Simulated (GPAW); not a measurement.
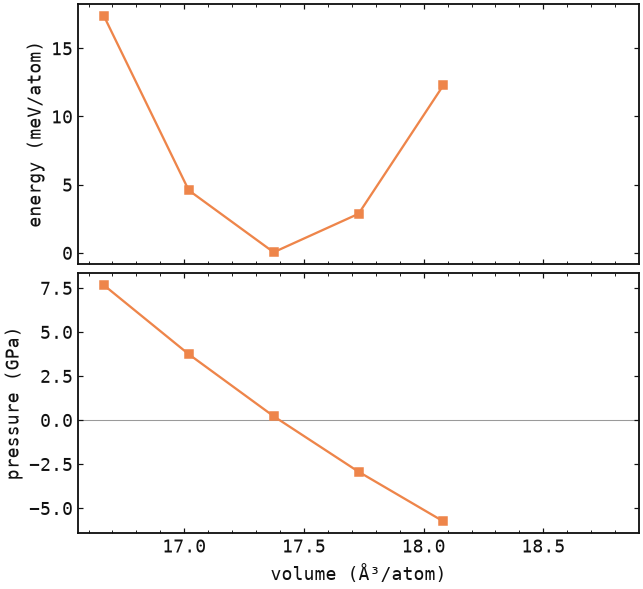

The picture above shows the energy and pressure against volume for MoS₂, space group R3m (No. 160).

Cell as given: a = 6.415 Å, b = 6.415 Å, c = 6.415 Å, α = 28.52°, β = 28.52°, γ = 28.52°; 3 atoms.

Calculation (GPAW 26.7.0): PAW DFT in plane waves, on a grid or in atomic orbitals, no spin polarisation; energies at scaled volumes of the given cell, shape and fractions fixed, counted from the fit's minimum, third-order Birch-Murnaghan fit. Level: LDA.

| setting | value |
| --- | --- |
| k mesh | 7×7×7 |
| occupations | Fermi–Dirac |
| smearing width | 0.05 eV |
| potentials | GPAW PAW data sets (gpaw data 1.2.1) |
| wave cutoff | 600 eV |
| program settings | basis pw |

The points at volume 18.44 Å³/atom and 18.79 Å³/atom are left out of the plot. What values does the calculation give there?

```tsv
volume (Å³/atom)	energy (meV/atom)	pressure (GPa)
18.44	27.65	-8.29
18.79	48.33	-10.56
```

Note: shape and atomic fractions are frozen while scaling, which makes layered, chain and framework solids too stiff.
